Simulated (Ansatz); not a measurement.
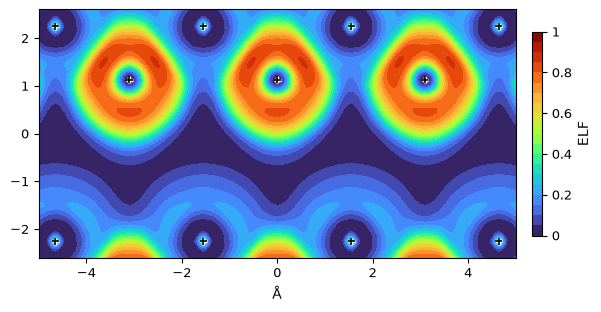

The ELF on a plane through atoms (crosses mark nuclei in the plane).

These are results of DFT r2SCAN, scalar-relativistic, plane waves, PAW in Ansatz, not measurements.

Candidates:
A. GaN, a = 3.10 Å, b = 3.28 Å, c = 4.51 Å, α = 90.00°, β = 90.00°, γ = 90.00°. Space group Imm2; a structure from a database of computed crystals, not necessarily the ambient phase; changed on purpose from its base cell (strain +0.0562 x Voigt [0, 0, 0, 0, 0, 1], atoms carried along); not relaxed (largest force 0.5 eV/Å).
B. P, a = 3.28 Å, b = 34.86 Å, c = 4.79 Å, α = 90.00°, β = 90.00°, γ = 90.00°. Space group Pmna; a structure from a database of computed crystals, not necessarily the ambient phase; changed on purpose from its base cell (strain +0.0350 x Voigt [0, 0, 1, 0, 0, 0], atoms carried along); not relaxed (largest force 0.4 eV/Å).
C. Pt, a = 2.91 Å, b = 2.91 Å, c = 3.72 Å, α = 90.00°, β = 90.00°, γ = 90.00°. Space group I4/mmm; changed on purpose from its base cell (strain +0.050 along x and y, -0.050 along z, atoms carried along); computed pressure about −6 GPa in this cell.

Q: Which candidate gave the map?

A: Candidate A: GaN on the (010) plane of the conventional cell, which holds Ga and N. Ga–N (1.92 Å): the ELF peaks at about 0.85 in the valence shell of N, 0.7 Å from its nucleus, and is about 0.50 at the midpoint.
